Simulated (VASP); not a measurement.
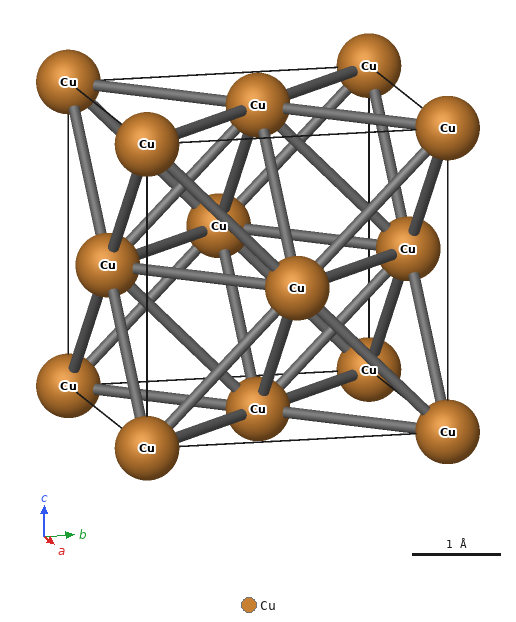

Fig. 1: The structure as given in the input (ball-and-stick view of the cell 4 times as large as that of the calculation, set on its symmetry axes, seen slightly off an axis).

# Cu: geometry relaxation

System: Cu (1 atom in the cell).
Method: Kohn-Sham DFT of a periodic cell, PBEsol, VASP PAW PBE potentials, recommended, no spin polarisation (VASP 6.6.1).

The structure derives from an entry of the Crystallography Open Database.

## INCAR
```
PREC     = Accurate       # precision mode
ENCUT    = 600            # plane-wave cutoff, eV
EDIFF    = 1E-7           # SCF threshold, eV
ISMEAR   = 1              # smearing method
SIGMA    = 0.1            # smearing width, eV
LREAL    = F              # projectors in reciprocal space
LASPH    = T              # aspherical terms in the spheres
NELM     = 80             # most SCF steps
ALGO     = Normal         # electronic algorithm
ISIF     = 2              # what is computed and relaxed
LWAVE    = F              # write WAVECAR
LCHARG   = F              # write CHGCAR
GGA      = PS             # functional
IBRION   = 2              # ionic algorithm
NSW      = 40             # ionic steps
EDIFFG   = -0.01          # ionic threshold
```

## KPOINTS
```
Automatic mesh
0
Gamma
  18 18 18
```

## POSCAR
```
Cu                                      
1.0
    0.0000000000      1.7848606277      1.7848606277
    1.7848606277      0.0000000000      1.7848606277
    1.7848606277      1.7848606277      0.0000000000
  Cu            
     1
Direct
     0.0000000000000000    0.0000000000000000    0.0000000000000000
```

Launched with:
```bash
cat potpaw_PBE.64/Cu/POTCAR > POTCAR
mpirun -np 1 vasp_std > vasp.out
```

## OSZICAR
```
N       E                     dE             d eps       ncg     rms          rms(c)
DAV:   1     0.376997952843E+02    0.37700E+02   -0.62593E+03  3584   0.231E+03
DAV:   2    -0.494711002313E+01   -0.42647E+02   -0.40566E+02  3530   0.207E+02
DAV:   3    -0.540303371640E+01   -0.45592E+00   -0.45513E+00  4221   0.306E+01
DAV:   4    -0.540591944689E+01   -0.28857E-02   -0.28854E-02  4231   0.223E+00
DAV:   5    -0.540595011015E+01   -0.30663E-04   -0.30663E-04  4204   0.181E-01    0.842E+00
DAV:   6    -0.474261875754E+01    0.66333E+00   -0.19908E+01  3698   0.107E+02    0.415E+00
DAV:   7    -0.432314826002E+01    0.41947E+00   -0.29850E+00  3735   0.410E+01    0.579E-01
DAV:   8    -0.431043496482E+01    0.12713E-01   -0.63451E-03  4048   0.165E+00    0.326E-01
DAV:   9    -0.430853790471E+01    0.18971E-02   -0.12057E-02  3914   0.238E+00    0.267E-02
DAV:  10    -0.430854282576E+01   -0.49211E-05   -0.57236E-05  5117   0.166E-01    0.416E-03
DAV:  11    -0.430854388765E+01   -0.10619E-05   -0.94349E-07  4640   0.128E-02    0.810E-04
DAV:  12    -0.430854382963E+01    0.58021E-07   -0.55068E-08  2219   0.516E-03
   1 F= -.43085438E+01 E0= -.43085266E+01  d E =-.430854E+01
```

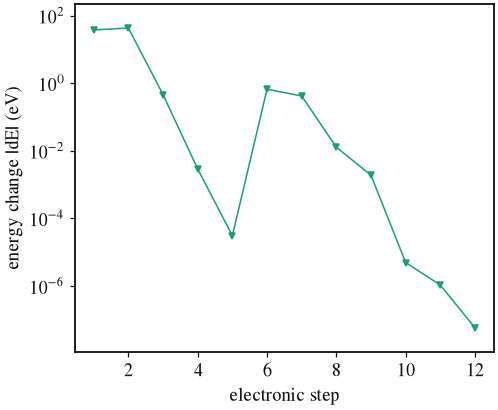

Fig. 2: Convergence of the self-consistent field: energy change |dE| against the electronic step. It takes 12 electronic steps. The density is held fixed in the first few steps, and dE rises again when its update begins.

## Parts of OUTCAR
```
PREC = Accurate
   ENCUT = 600
   EDIFF = 1E-7
   ISMEAR = 1
   LREAL = F
   LASPH = T
   NELM = 80
   ISIF = 2
   GGA = PS
   IBRION = 2
   NSW = 40
   EDIFFG = -0.01

 ion  position               nearest neighbor table
   1  0.000  0.000  0.000-

  LATTYP: Found a face centered cubic cell.
 ALAT       =     3.5697212554

  Lattice vectors:

 A1 = (   0.0000000000,   1.7848606277,   1.7848606277)
 A2 = (   1.7848606277,   0.0000000000,   1.7848606277)
 A3 = (   1.7848606277,   1.7848606277,   0.0000000000)

Analysis of symmetry for initial positions (statically):
=====================================================================
 Subroutine PRICEL returns:
 Original cell was already a primitive cell.

 Routine SETGRP: Setting up the symmetry group for a
 face centered cubic supercell.

 Subroutine GETGRP returns: Found 48 space group operations
 (whereof 48 operations were pure point group operations)
 out of a pool of 48 trial point group operations.

The static configuration has the point symmetry O_h .

Analysis of symmetry for dynamics (positions and initial velocities):
=====================================================================
 Subroutine PRICEL returns:
 Original cell was already a primitive cell.

 Routine SETGRP: Setting up the symmetry group for a
 face centered cubic supercell.

 Subroutine GETGRP returns: Found 48 space group operations
 (whereof 48 operations were pure point group operations)
 out of a pool of 48 trial point group operations.

The dynamic configuration has the point symmetry O_h .

 Subroutine INISYM returns: Found 48 space group operations
 (whereof 48 operations are pure point group operations),
 and found     1 'primitive' translations

----------------------------------------------------------------------------------------

                                     Primitive cell

  volume of cell :      11.3722

  direct lattice vectors                    reciprocal lattice vectors
     0.000000000  1.784860628  1.784860628    -0.280133918  0.280133918  0.280133918
     1.784860628  0.000000000  1.784860628     0.280133918 -0.280133918  0.280133918
     1.784860628  1.784860628  0.000000000     0.280133918  0.280133918 -0.280133918

  length of vectors
     2.524174107  2.524174107  2.524174107     0.485206178  0.485206178  0.485206178

  position of ions in fractional coordinates (direct lattice)
     0.000000000  0.000000000  0.000000000

  ion indices of the primitive-cell ions
   primitive index   ion index
                 1           1

----------------------------------------------------------------------------------------

 KPOINTS: Automatic mesh

Automatic generation of k-mesh.
 Grid dimensions read from file:
 generate k-points for:   18   18   18

 Generating k-lattice:

  Cartesian coordinates                     Fractional coordinates (reciprocal lattice)
    -0.015562995  0.015562995  0.015562995     0.055555556  0.000000000  0.000000000
     0.015562995 -0.015562995  0.015562995     0.000000000  0.055555556  0.000000000
     0.015562995  0.015562995 -0.015562995     0.000000000  0.000000000  0.055555556

  Length of vectors
     0.026955899  0.026955899  0.026955899

  Shift w.r.t. Gamma in fractional coordinates (k-lattice)
     0.000000000  0.000000000  0.000000000

 Subroutine IBZKPT returns following result:
 ===========================================

 Found    195 irreducible k-points:

 Following reciprocal coordinates:
            Coordinates               Weight
  0.000000  0.000000  0.000000      1.000000
  0.055556  0.000000  0.000000      8.000000
  0.111111  0.000000  0.000000      8.000000
  0.166667  0.000000  0.000000      8.000000
  0.222222  0.000000  0.000000      8.000000
  0.277778  0.000000  0.000000      8.000000
  0.333333  0.000000  0.000000      8.000000
  0.388889  0.000000  0.000000      8.000000
  0.444444  0.000000  0.000000      8.000000
  0.500000  0.000000  0.000000      4.000000
  0.055556  0.055556  0.000000      6.000000
  0.111111  0.055556  0.000000     24.000000
  0.166667  0.055556  0.000000     24.000000
  0.222222  0.055556  0.000000     24.000000
  0.277778  0.055556  0.000000     24.000000
  0.333333  0.055556  0.000000     24.000000
  0.388889  0.055556  0.000000     24.000000
  0.444444  0.055556  0.000000     24.000000
  0.500000  0.055556  0.000000     24.000000
 -0.444444  0.055556  0.000000     24.000000
 -0.388889  0.055556  0.000000     24.000000
 -0.333333  0.055556  0.000000     24.000000
 -0.277778  0.055556  0.000000     24.000000
 -0.222222  0.055556  0.000000     24.000000
 [... further k-points ...]
   k-points           NKPTS =    195   k-points in BZ     NKDIM =    195   number of bands    NBANDS=      9
   number of dos      NEDOS =    301   number of ions     NIONS =      1
   total plane-waves  NPLWV =   8000
   dimension x,y,z NGX =    20 NGY =   20 NGZ =   20
   dimension x,y,z NGXF=    40 NGYF=   40 NGZF=   40
   ions per type =               1
   NGX,Y,Z   is equivalent  to a cutoff of  13.17, 13.17, 13.17 a.u.
   NGXF,Y,Z  is equivalent  to a cutoff of  26.34, 26.34, 26.34 a.u.
 SYSTEM =  unknown system
   PREC   = accura    normal or accurate (medium, high low for compatibility)
   ISTART =      0    job   : 0-new  1-cont  2-samecut
   ICHARG =      2    charge: 1-file 2-atom 10-const
   ISPIN  =      1    spin polarized calculation?
   LNONCOLLINEAR =      F non collinear calculations
   LSORBIT =      F    spin-orbit coupling
   LASPH  =      T    aspherical Exc in radial PAW
   ENCUT  =  600.0 eV  44.10 Ry    6.64 a.u.   5.04  5.04  5.04*2*pi/ulx,y,z
   NELM   =     80;   NELMIN=  2; NELMDL= -5     # of ELM steps
   EDIFF  = 0.1E-06   stopping-criterion for ELM
   LREAL  =      F    real-space projection
   EDIFFG = -.1E-01   stopping-criterion for IOM
   NSW    =     40    number of steps for IOM
   IBRION =      2    ionic relax: 0-MD 1-quasi-New 2-CG
   NFREE  =      1    steps in history (QN), initial steepest desc. (CG)
   ISIF   =      2    stress and relaxation
   ISYM   =      2    0-nonsym 1-usesym 2-fastsym
   POTIM  = 0.5000    time-step for ionic-motion
   TEBEG  =    0.0;   TEEND  =   0.0 temperature during run
   PSTRESS=    0.0 pullay stress
   NELECT =      11.0000    total number of electrons
   NUPDOWN=      -1.0000    fix difference up-down
   EMIN   =  10.00;   EMAX   =-10.00  energy-range for DOS
   EFERMI =   0.00;   METHOD = LEGACY
   ISMEAR =     1;   SIGMA  =   0.10  broadening in eV -4-tet -1-fermi 0-gaus
   EFERMI_NEDOS =   21; number of points for ismear=-14 and -15
   IALGO  =     38    algorithm
   IMIX   =      4    mixing-type and parameters
     AMIX     =   0.40;   BMIX     =  1.00
     AMIX_MAG =   1.60;   BMIX_MAG =  1.00
  volume/ion in A,a.u.               =      11.37        76.74
  Fermi-wavevector in a.u.,A,eV,Ry     =   1.619042  3.059546 35.664906  2.621297
  Thomas-Fermi vector in A             =   2.713207
   LORBIT       =      0    0 simple, 1 ext, 2 COOP (PROOUT), +10 PAW based schemes
   GGA     = PS    functional components
   LHFCALC =     F    Hartree Fock is set to
   AEXX    =    0.0000 exact exchange contribution
   IVDW    =     0    specifies the selected vdW correction
   LEPSILON=     F    determine dielectric tensor
   LRPA    =     F    only Hartree local field effects (RPA)
 conjugate gradient relaxation of ions
 non-spin polarized calculation
 Methfessel and Paxton  Order N= 1 SIGMA  =   0.10
  energy-cutoff  :      600.00
  volume of cell :       11.37
 maximum number of plane-waves:       392
   NGX =  9   NGY =  9   NGZ =  9

 number of electron      11.0000013 magnetization

 Free energy of the ion-electron system (eV)
  ---------------------------------------------------
  ext. energy  EPLUGINS =         0.00000000
  ---------------------------------------------------
  free energy    TOTEN  =        -4.30854383 eV

  energy without entropy =       -4.30849209  energy(sigma->0) =       -4.30852658

 E-fermi :   7.8342     XC(G=0): -13.1294     alpha+bet :-13.9414

 val. band max:        7.8311236510   @ k =   0.5000   0.1111   0.0000
 cond. band min:       7.8705699253   @ k =  -0.4444   0.1111   0.0556
 fundamental gap:      0.0394462743
 Fermi energy:         7.8342398989

 k-point     1 :       0.0000    0.0000    0.0000
  band No.  band energies     occupation
      1      -1.8046      2.00000
      2       4.7375      2.00000
      3       4.7375      2.00000
      4       4.7375      2.00000
      5       5.6201      2.00000
      6       5.6201      2.00000
      7      30.7613      0.00000
      8      33.6718      0.00000
      9      33.6718      0.00000

 k-point     2 :       0.0556    0.0000    0.0000
  band No.  band energies     occupation
      1      -1.6890      2.00000
      2       4.7117      2.00000
      3       4.7602      2.00000
      4       4.7602      2.00000
      5       5.6109      2.00000
      6       5.6109      2.00000
      7      30.1603      0.00000
      8      32.2326      0.00000
      9      33.3014      0.00000

 k-point     3 :       0.1111    0.0000    0.0000
  band No.  band energies     occupation
      1      -1.3460      2.00000
      2       4.6415      2.00000
      3       4.8193      2.00000
      4       4.8193      2.00000
      5       5.5920      2.00000
      6       5.5920      2.00000
      7      27.7851      0.00000
      8      31.5460      0.00000
      9      32.6254      0.00000

 k-point     4 :       0.1667    0.0000    0.0000
  band No.  band energies     occupation
      1      -0.7894      2.00000
      2       4.5489      2.00000
      3       4.8848      2.00000
      4       4.8848      2.00000
      5       5.5914      2.00000
      6       5.5914      2.00000
      7      24.8798      0.00000
      8      31.2630      0.00000
      9      31.9824      0.00000

 k-point     5 :       0.2222    0.0000    0.0000
  band No.  band energies     occupation
      1      -0.0493      2.00000
      2       4.4731      2.00000
      3       4.9124      2.00000
      4       4.9124      2.00000
      5       5.6491      2.00000
      6       5.6491      2.00000
      7      22.0039      0.00000
      8      30.9025      0.00000
      9      31.4510      0.00000

 [... the levels of 18 k-points are left out ...]

 k-point    24 :      -0.2222    0.0556    0.0000
  band No.  band energies     occupation
      1       0.3214      2.00000
      2       4.4218      2.00000
      3       4.9047      2.00000
      4       4.9460      2.00000
      5       5.5662      2.00000
      6       5.8255      2.00000
      7      21.1526      0.00000
      8      28.2555      0.00000
      9      31.9432      0.00000

 [... further k-points ...]

------------------------ aborting loop because EDIFF is reached ----------------------------------------

  FORCE on cell =-STRESS in cart. coord.  units (eV):
  Direction    XX          YY          ZZ          XY          YZ          ZX
  --------------------------------------------------------------------------------------
  -------------------------------------------------------------------------------------
  Total        0.0022773      0.0022773      0.0022773      0.0000000      0.0000000     -0.0000000
  in kB        0.3208333      0.3208333      0.3208333      0.0000000      0.0000000     -0.0000000
  external PRESSURE =       0.3208333 kB  Pullay stress =       0.0000000 kB

 VOLUME and BASIS-vectors are now :
 -----------------------------------------------------------------------------
  energy-cutoff  :      600.00
  volume of cell :       11.37
      direct lattice vectors                 reciprocal lattice vectors
     0.000000000  1.784860628  1.784860628    -0.280133918  0.280133918  0.280133918
     1.784860628  0.000000000  1.784860628     0.280133918 -0.280133918  0.280133918
     1.784860628  1.784860628  0.000000000     0.280133918  0.280133918 -0.280133918

 POSITION                                       TOTAL-FORCE (eV/Angst)
 -----------------------------------------------------------------------------------
      0.00000      0.00000      0.00000        -0.000000     -0.000000      0.000000
 -----------------------------------------------------------------------------------
    total drift:                                0.000000     -0.000000      0.000000

  FREE ENERGIE OF THE ION-ELECTRON SYSTEM (eV)
  ---------------------------------------------------
  free  energy   TOTEN  =        -4.3085438296 eV

  energy  without entropy=       -4.3084920923  energy(sigma->0) =       -4.30852658

 reached required accuracy - stopping structural energy minimisation
```

## CONTCAR
```
Cu
   1.00000000000000
     0.0000000000000000    1.7848606277000001    1.7848606277000001
     1.7848606277000001    0.0000000000000000    1.7848606277000001
     1.7848606277000001    1.7848606277000001    0.0000000000000000
  Cu
     1
Direct
     0.0000000000000000    0.0000000000000000    0.0000000000000000

  0.00000000E+00  0.00000000E+00  0.00000000E+00
```

## Results in brief

| quantity | value |
| --- | --- |
| outcome | converged |
| space group (tolerance 0.01 Å) | Fm-3m (225) |
| electrons treated | 11 |
| free energy | −4.3085 eV |
| Fermi energy | 7.834 eV |
| gap on the k-point mesh | none (metallic) |
| pressure | 0.03 GPa |
| final volume | 11.37 Å³ |
| largest force (length of the vector) | under 0.001 eV/Å |
| hardware | 1 thread of Intel Xeon (Granite Rapids), 64 GiB of memory available, shared host |
| wall time | 9.2 s |
| peak memory | 0.14 GiB |
